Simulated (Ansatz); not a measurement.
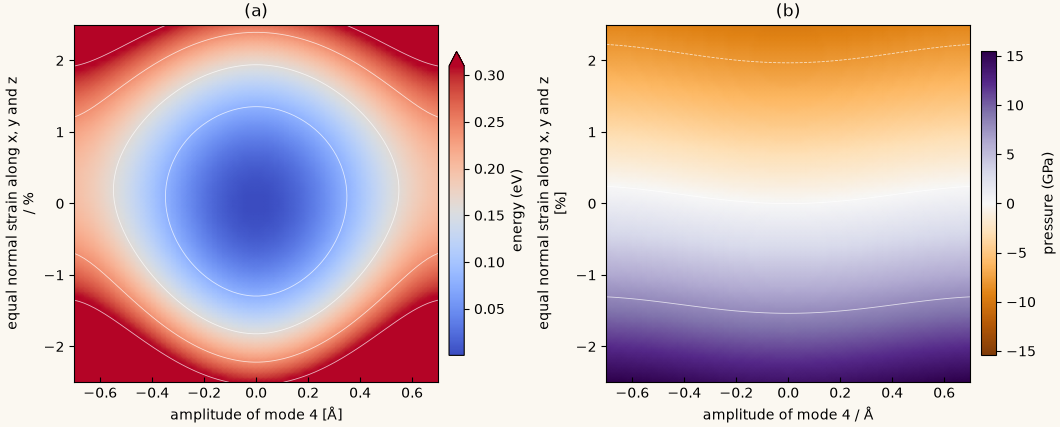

MoS2 (P6_3/mmc, No. 194; 6 atoms in the cell). The energy is mapped over a normal mode and a strain (zone-centre modes of the 6-atom cell of this scan) (x along [1 0 0], y along [1 2 0], z along [0 0 1] of the conventional cell). Coordinates scanned: (1) amplitude of mode 4 (36 cm⁻¹), largest displacement in the unstrained cell; (2) equal normal strain along x, y and z. Nothing is relaxed (the pattern is fixed in fractional coordinates). The scan uses a 7 × 7 grid; 28 points were computed and 21 follow by symmetry. Points are written as (first, second). All energies are given in eV per cell relative to the lowest grid point. All numbers below come from DFT PBE+D3(BJ), scalar-relativistic, plane waves, PAW in Ansatz. Settings: cutoff 420 eV, k-mesh 12×12×4 in the order of the run's cell vectors, gaussian smearing 0.05 eV, no spin polarisation.

Panel (a) is the energy; panel (b) is the computed pressure, in GPa.

The picture shows a smooth colour map with a few white contour lines, one colour for all values above the top of the scale. Between grid points the surface is interpolated.

Question: How does the pressure vary over the map, and what is it at the lowest grid point?

Answer: It runs from −9.8 GPa at (0.000 Å, 2.50 %) to 15.4 GPa at (−0.700 Å, −2.50 %). At the lowest grid point, (0.000 Å, 0.00 %), it is 0.0 GPa.

```
second ↓, first →  −0.700  −0.467  −0.233  0.000  0.233  0.467  0.700
             2.50    −8.9    −9.2    −9.6   −9.8   −9.6   −9.2   −8.9
             1.67    −6.0    −6.3    −6.8   −6.9   −6.8   −6.3   −6.0
             0.83    −2.6    −3.0    −3.5   −3.7   −3.5   −3.0   −2.6
             0.00     1.1     0.7     0.2    0.0    0.2    0.7    1.1
            −0.83     5.3     4.9     4.3    4.1    4.3    4.9    5.3
            −1.67    10.1     9.7     9.0    8.8    9.0    9.7   10.1
            −2.50    15.4    14.9    14.2   14.0   14.2   14.9   15.4
```

PAW datasets: the set soft_1.
